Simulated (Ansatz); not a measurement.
Consider Cu3Au (slab).

```xyz
28
Lattice="5.2507 0.0000 0.0000 -2.6253 4.5472 0.0000 0.0000 0.0000 27.8615" Properties=species:S:1:pos:R:3 pbc="T T T"
Cu   -1.3126    3.7893    7.5000
Cu    0.0000    1.5157    7.5000
Cu    1.3127    3.7893    7.5000
Au    2.6254    1.5157    7.5000
Cu    3.9380    0.7579    9.6437
Cu    2.6253    3.0315    9.6437
Cu    1.3126    0.7579    9.6437
Au    0.0000    3.0315    9.6437
Cu    1.3127    2.2736   11.7871
Cu    2.6253    0.0000   11.7871
Cu   -1.3127    2.2736   11.7871
Au    0.0000    0.0000   11.7871
Cu   -1.3126    3.7893   13.9307
Cu    0.0000    1.5157   13.9307
Cu    1.3127    3.7893   13.9307
Au    2.6254    1.5157   13.9307
Cu    3.9380    0.7579   16.0744
Cu    2.6253    3.0315   16.0744
Cu    1.3126    0.7579   16.0744
Au    0.0000    3.0315   16.0744
Cu    1.3127    2.2736   18.2178
Cu    2.6253    0.0000   18.2178
Cu   -1.3127    2.2736   18.2178
Au    0.0000    0.0000   18.2178
Cu   -1.3126    3.7893   20.3614
Cu    0.0000    1.5157   20.3614
Cu    1.3127    3.7893   20.3614
Au    2.6254    1.5157   20.3614
```

Computed without spin polarisation.

Method: Ansatz 0.2.0, DFT PBEsol, scalar-relativistic, plane waves, PAW.

> What can the converged valence pseudo-density and electron localisation function tell about the bonding?

Cu–Au (2.63 Å): the density is about 0.38 e/Å³ at the midpoint, with its minimum of 0.32 e/Å³ about 1.1 Å from Cu; the ELF is about 0.25 at the midpoint (no shared electron pair shows on this line).

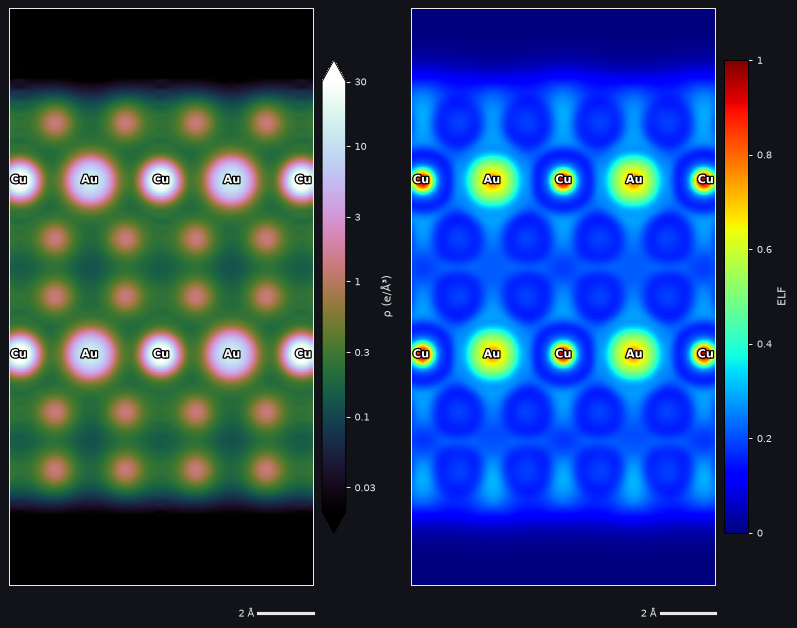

Computed valence pseudo-density and electron localisation function on the (100) plane of the calculation cell, a cut from vacuum to vacuum, in this order. Atoms just off the plane (Cu, 0.8 Å away) can leave unmarked features too.

Core electrons are frozen (PAW), and the valence fields are smoothed inside the atomic spheres.
